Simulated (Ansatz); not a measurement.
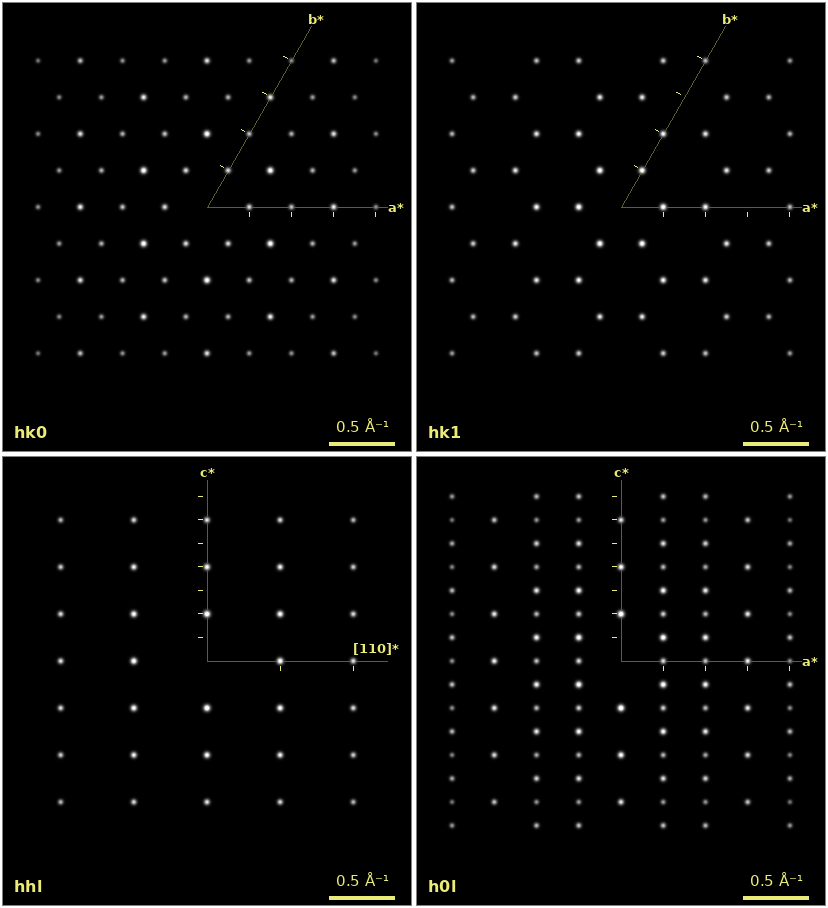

Simulated precession-type sections (X-rays; kinematic intensities, B = 0.5 Å²). The ticks mark integer indices of the conventional cell.

**Read the reciprocal cell and give the direct cell.**

a* = 0.330, b* = 0.330, c* = 0.183 Å⁻¹, γ* = 60°; the cell is hexagonal with a = 3.50 Å, c = 5.45 Å (hexagonal axes).

**List the systematic absences.**

Reflections are present only under these conditions. hkl: no condition; hk0: no condition; h0l: no condition; hhl: l = 2n; 00l: l = 2n. The lattice is primitive (P). Further gaps, such as 0 3 1, 3 0 1, 3 0 3, come from atoms on special positions, not from the group's general conditions.

**Which space groups fit?**

The intensities have Laue symmetry 6/mmm (the hk0 layer shows 6mm, hk1 shows 6mm). With these conditions the candidates are P6_3mc (No. 186), P-62c (No. 190), P6_3/mmc (No. 194). Diffraction geometry alone does not choose among them; the structure has P6_3/mmc. The compound is Lu. Structure: the input geometry of an electronic-structure calculation (not necessarily at equilibrium).
